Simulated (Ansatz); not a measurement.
Input file:

```
crystal:
  lattice:
    - [3.3121157418, 0.0, 0.0]
    - [-1.6560578709, 2.8683763727, 0.0]
    - [0.0, 0.0, 4.187563]
  atoms:
    - { symbol: Al, position: [0.6666666667, 0.3333333333, 0.25] }
    - { symbol: Al, position: [0.3333333333, 0.6666666667, 0.75] }
    - { symbol: "N", position: [0.6666666667, 0.3333333333, 0.75] }
    - { symbol: "N", position: [0.3333333333, 0.6666666667, 0.25] }
hamiltonian:
  xc: hse06
  pseudopotentials: { kind: paw }
kpoints:
  mp_grid: { grid: [6, 6, 4] }
  band_path:
    path:
      - [[0.0, 0.0, 0.0], [0.5, 0.0, 0.0], [0.3333333333, 0.3333333333, 0.0], [0.0, 0.0, 0.0], [0.0, 0.0, 0.5], [0.5, 0.0, 0.5], [0.3333333333, 0.3333333333, 0.5], [0.0, 0.0, 0.5]]
      - [[0.5, 0.0, 0.5], [0.5, 0.0, 0.0]]
      - [[0.3333333333, 0.3333333333, 0.0], [0.3333333333, 0.3333333333, 0.5]]
    npoints: 4
scf:
  occupations: { method: fermi_dirac, width: 0.05 }
  n_extra_bands: 10
output:
  forces: true
  stress: true
  eigenvalues: true
  fatbands: false
  write_density: true
  write_potential: true
  elf: true
  volumetric_format: npy
```

Below, planes, directions and counts refer to the conventional cell (a = 3.31 Å, b = 3.31 Å, c = 4.19 Å, α = 90.00°, β = 90.00°, γ = 120.00°).

Space group P6₃/mmc; a structure from a database of computed crystals, not necessarily the ambient phase; computed pressure about −6 GPa in this cell.

Theory: Ansatz, Kohn-Sham DFT of a periodic cell, HSE06, Ansatz PAW.

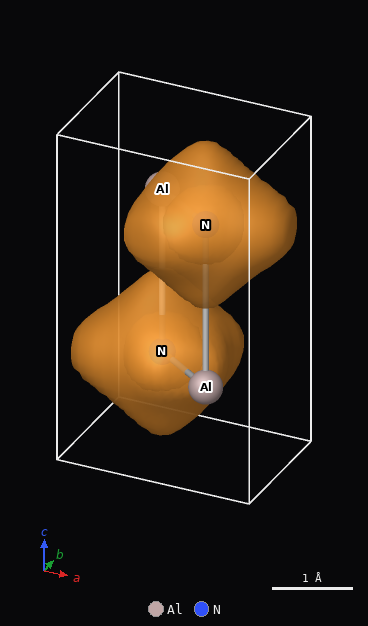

AlN. Isosurface of the electron localisation function at 0.75 (orange), seen slightly off an axis. Only the valence region is drawn (cores and ρ < 0.01 e/Å³ removed). Sticks mark near contacts.

In a PAW calculation such maps are meaningful between the atoms, not at the nuclei.

> Describe the localisation domains.

The surface consists of two regions on N in which the atom's valence shell and bonds are merged, counted in one cell of 4 atoms. Any copies at cell faces, edges or corners count once.

Values along the shortest contacts:
Al–N (1.91 Å): the ELF peaks at about 0.90 in the valence shell of N, 0.8 Å from its nucleus, and is about 0.85 at the midpoint. Al–N (2.09 Å): the ELF peaks at about 0.85 in the valence shell of N, 0.8 Å from its nucleus, and is about 0.75 at the midpoint.
